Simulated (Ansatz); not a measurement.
BaF2 (3 atoms in the cell), run with Ansatz.

```
crystal:
  lattice:
    - [0.0, 3.128029937, 3.128029937]
    - [3.128029937, 0.0, 3.128029937]
    - [3.128029937, 3.128029937, 0.0]
  atoms:
    - { symbol: Ba, position: [0.0, 0.0, 0.0] }
    - { symbol: F, position: [0.25, 0.25, 0.25] }
    - { symbol: F, position: [0.75, 0.75, 0.75] }
basis:
  ecutwfc: 500
kpoints:
  mp_grid: { grid: [6, 6, 6] }
hamiltonian:
  xc: r2scan
scf:
  occupations: { method: gaussian, width: 0.02 }
  convergence: { dr2_threshold: 1.0e-16 }
  max_iter: 50
output:
  forces: true
  eigenvalues: true
  stress: true
```

Run as:
```bash
ansatz run input.yaml --threads 1 --pin off --max-ram 2560MiB --backend cpu --events-out ev --progress --plain --runs-dir out
```

Will this run converge, and how?

It converged, after 11 iterations. The residual falls at every step. The input holds an odd setting (a threshold meant to be out of reach), but it does no harm here: the energy lies within 1 meV per atom of a run with usual settings.

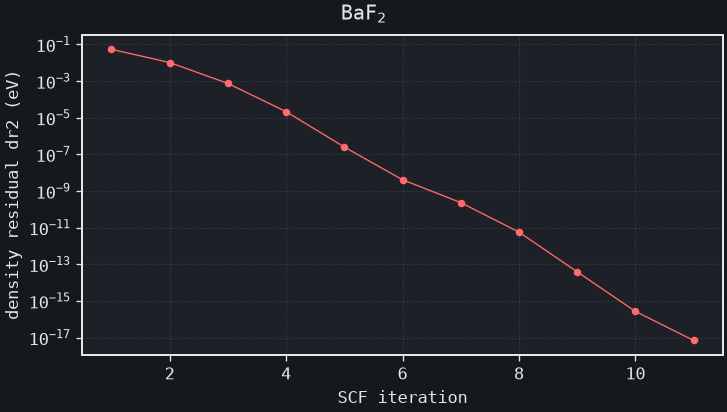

SCF iterations of a calculation: density residual dr2. The starting density is a sum of atomic densities corrected by a trained network.
